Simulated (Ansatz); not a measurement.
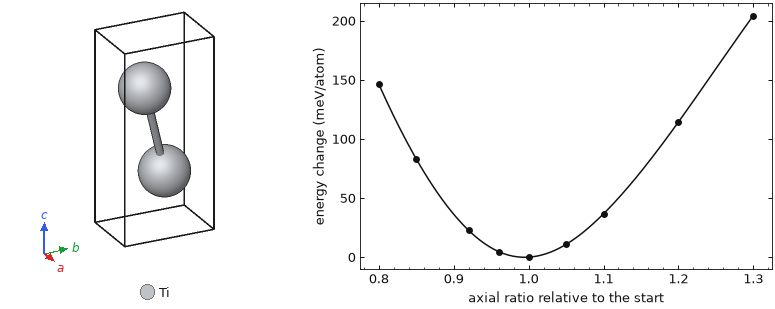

The plot gives the computed energy change against relative axial ratio for Ti, space group P6_3/mmc (No. 194). The cell is drawn beside the plot.

The given structure:
```xyz
2
Lattice="2.9500 0.0000 0.0000 -1.4750 2.5548 0.0000 0.0000 0.0000 4.6860" Properties=species:S:1:pos:R:3 pbc="T T T"
Ti    0.0000    1.7032    1.1715
Ti    1.4750    0.8516    3.5145
```

Method: deformation of a crystal at fixed volume, lengths along the axis scaled against those across it, fractional coordinates fixed, by plane-wave density functional theory with PAW datasets, free energies less that of the undisturbed cell, pressure positive in compression; scalar-relativistic (Ansatz 0.2.0). Level: PBEsol, no spin polarisation.

wave cutoff 420 eV; k mesh 24×24×12; occupations Gaussian; smearing width 0.15 eV; k shift (0, 0, 0) (mesh steps); start as given; path axial; axis direction (0, 0, 1) (Cartesian unit vector).

From this curve and the settings, what does the calculation give for the pressure at the same points?

The pressure goes from −4.484 GPa at relative axial ratio 0.80 to −5.175 GPa at 1.30, not monotonically, with a low of −5.865 GPa at 1.00.

| axial ratio relative to the start | pressure (GPa) |
| --- | --- |
| 0.80 | −4.484 |
| 0.85 | −5.001 |
| 0.92 | −5.547 |
| 0.96 | −5.763 |
| 1.00 | −5.865 |
| 1.05 | −5.856 |
| 1.10 | −5.794 |
| 1.20 | −5.700 |
| 1.30 | −5.175 |

Note: reference crystal is not relaxed; shape and atomic fractions are frozen while scaling, which makes layered, chain and framework solids too stiff.
